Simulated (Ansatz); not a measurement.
W (Fd-3m, No. 227): coordinates from a relaxation with Ansatz, DFT, r2SCAN, plane waves (500 eV) with PAW, scalar-relativistic; the starting structure was generated, so it need not be a known form of this composition.

```cif
data_structure
_symmetry_space_group_name_H-M 'Fd-3m:1'
_symmetry_Int_Tables_number 227
_cell_length_a 5.7916
_cell_length_b 5.7916
_cell_length_c 5.7916
_cell_angle_alpha 90.000
_cell_angle_beta 90.000
_cell_angle_gamma 90.000
_cell_volume 194.27
loop_
_atom_site_label
_atom_site_type_symbol
_atom_site_symmetry_multiplicity
_atom_site_Wyckoff_symbol
_atom_site_fract_x
_atom_site_fract_y
_atom_site_fract_z
_atom_site_occupancy
W1 W 8 b 0.25000 0.25000 0.75000 1
```

Question: What will a Z-contrast image along [211] show? The image is simulated as a sum over atoms of Z^1.8, blurred by a 0.50 Å probe (no channelling). The probe carries 15 % of its weight in a tail 2.5 times as wide. Shot noise and the speckle of an amorphous layer were added.

Answer: The columns repeat on a rectangular net of 2.05 × 3.34 Å (plane group p2mm). All columns are alike (W). The shortest distance between visible columns is 0.84 Å in projection. Along the beam the structure repeats every 7.09 Å.

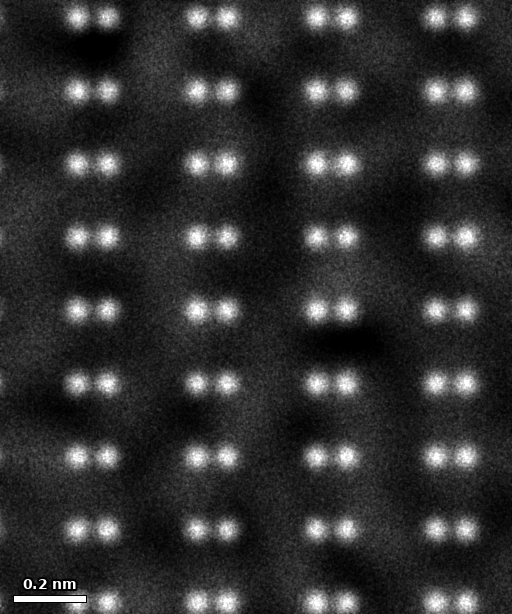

The simulated image.
